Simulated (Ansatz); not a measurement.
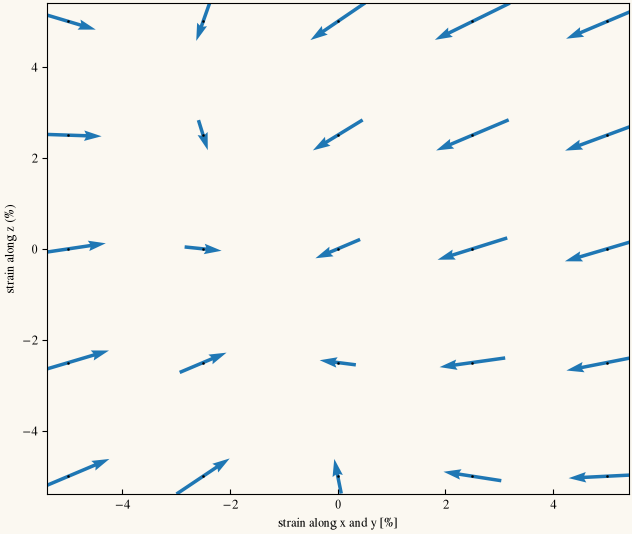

W (Im-3m, No. 229; 1 atom in the cell). The cell is strained homogeneously, by one strain along x and y and another along z, with fractional coordinates fixed (x, y and z along the cube axes). The first coordinate is: strain along x and y; the second: strain along z. The grid has 5 × 5 points. Points are written as (first, second). The reference cell is the one listed in the database, not relaxed at this level. Level of theory: DFT PBEsol, scalar-relativistic, plane waves, PAW in Ansatz. Settings: cutoff 420 eV, k-mesh 20×20×20, gaussian smearing 0.15 eV, no spin polarisation.

In the figure: dots at the grid points, arrows along the force (downhill), their lengths compressed.

Question: The arrows alone are given. Where is the energy lowest?

Answer: The arrows converge at about (−1.3 %, −1.3 %) (read from the interpolated surface).

The energy map of the same scan:

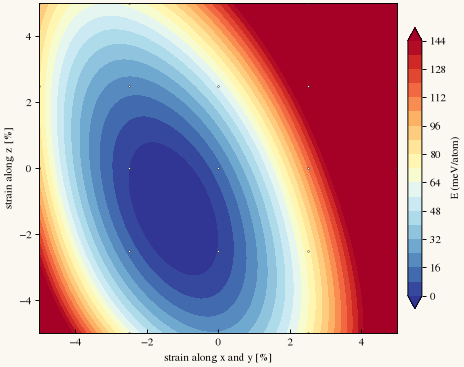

Energies are in meV/atom, from the lowest grid point; between grid points the surface is interpolated.
